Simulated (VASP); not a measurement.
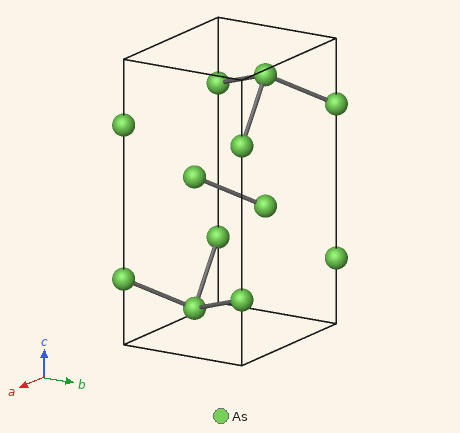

As, space group R-3m:H (No. 166), a = 3.793 Å, b = 3.793 Å, c = 10.081 Å, α = 90.00°, β = 90.00°, γ = 120.00°

```
site  Wyckoff       x       y       z
  As       6c  0.0000  0.0000  0.2302
```

Origin: the geometry relaxed with VASP Kohn-Sham DFT of a periodic cell, PBEsol, VASP PAW PBE potentials, recommended (VASP 6.6.1).

Question: How is the cell volume shared among the sites in a plain Voronoi partition?

Answer:
```json
{"site": "As", "faces above 1 % of the sphere": "6", "volume (Å³)": "20.93", "solid angle by neighbour (%)": "As 100"}
```

Weighted by multiplicity the volumes add up to the cell volume, 125.6 Å³.

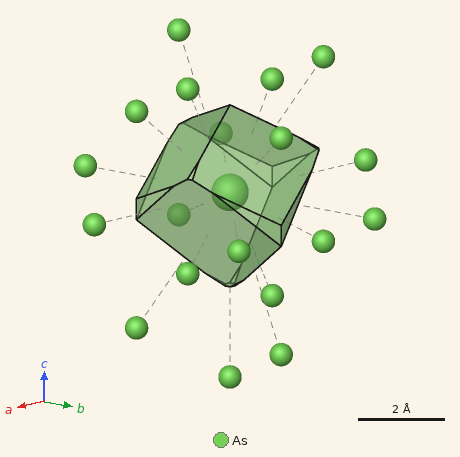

The computed Voronoi cell of As, with the neighbours that bound it.
